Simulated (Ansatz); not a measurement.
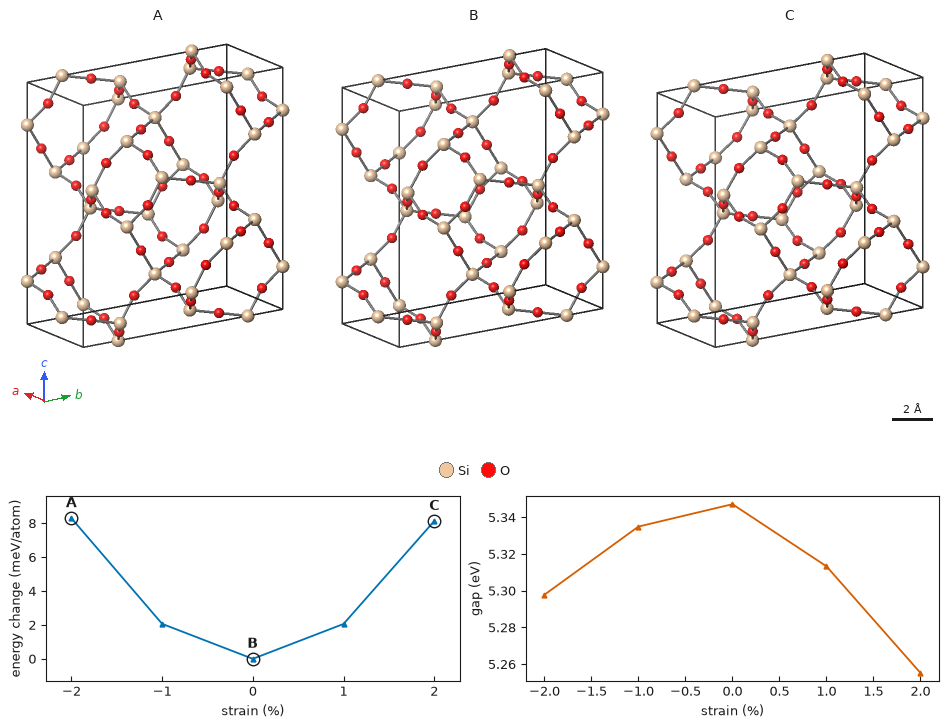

Members of a series of calculations on a crystal of SiO$_{2}$ (set up in I4/mmm), marked on the first curve. A ball-and-stick model of the conventional cell (4 times the calculation's cell), seen from a free direction. Lengths and directions refer to the drawn axes.

Computed with DFT LDA, scalar-relativistic, plane waves, PAW in Ansatz 0.2.0. Set-up: plane-wave cutoff 420 eV; k-point mesh 6 × 6 × 6; occupations gaussian; smearing width 0.02 eV; no spin polarisation.

Describe the series.

Answer. Biaxial strain in the a–b plane, c and atoms relaxed. A (strain −2.0 %): energy change 8.3 meV/atom, volume 16.97 Å³ per atom, gap 5.30 eV. B (strain 0.0 %): energy change 0.0 meV/atom, volume 17.25 Å³ per atom, gap 5.35 eV. C (strain 2.0 %): energy change 8.1 meV/atom, volume 17.51 Å³ per atom, gap 5.26 eV. The rest compares A with C. The volume changes by +3.2 %, with a 5.110 → 5.319 Å (+4.1 %), b 12.350 → 12.854 Å (+4.1 %), c 12.907 → 12.293 Å (−4.8 %). Some distances before and after: O–Si 1.591 → 1.603 to 1.615 Å.
